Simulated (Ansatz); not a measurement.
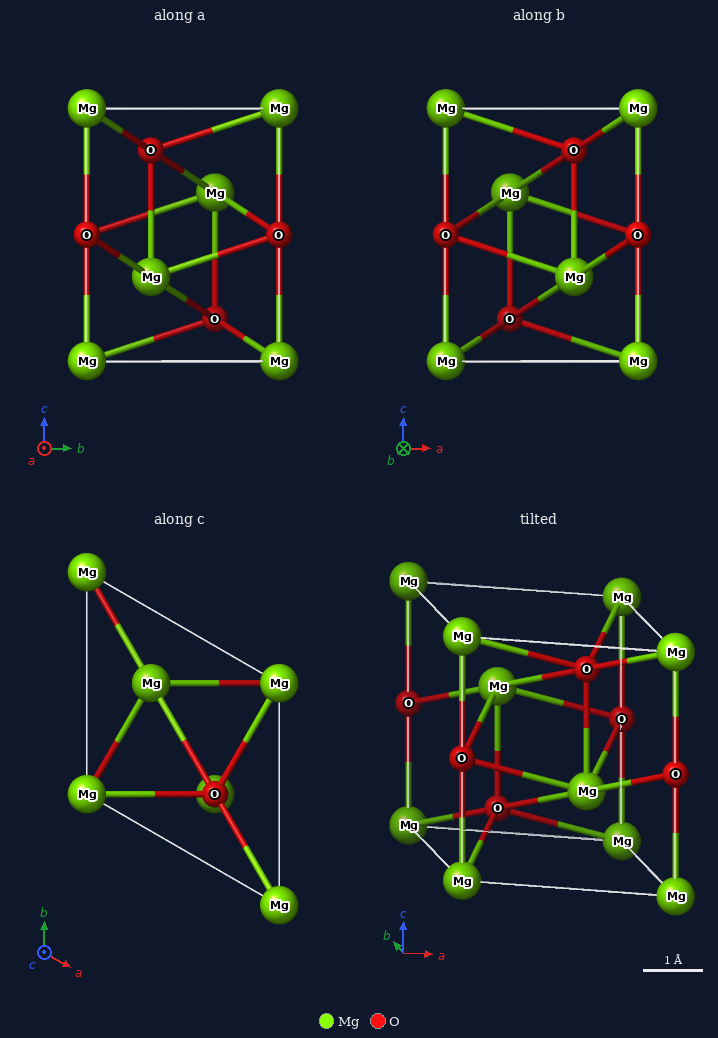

We look at a ball-and-stick model of the crystal along the a axis, along the b axis, along the c axis and slightly off an axis. Lines trace the edges of the conventional unit cell.

Lattice parameters: a = 3.777 Å, b = 3.777 Å, c = 4.299 Å, α = 90.00°, β = 90.00°, γ = 120.00°.

> Set out the cell and atoms as a table of Wyckoff sites.

Space group R-3m:H (No. 166).
| atom | site | x | y | z |
| --- | --- | --- | --- | --- |
| Mg | 3a | 0.0000 | 0.0000 | 0.0000 |
| O | 3b | 0.0000 | 0.0000 | 0.5000 |

The cell started as a structure type filled with these elements by a generator (whether the compound takes this form wasn't checked). The cell was then strained or its atoms displaced on purpose. It was run through Ansatz as a DFT input.

At this level of theory the cell isn't at rest (compressed, at 10 GPa), so its distances can differ from those at equilibrium, the more so the softer the solid.
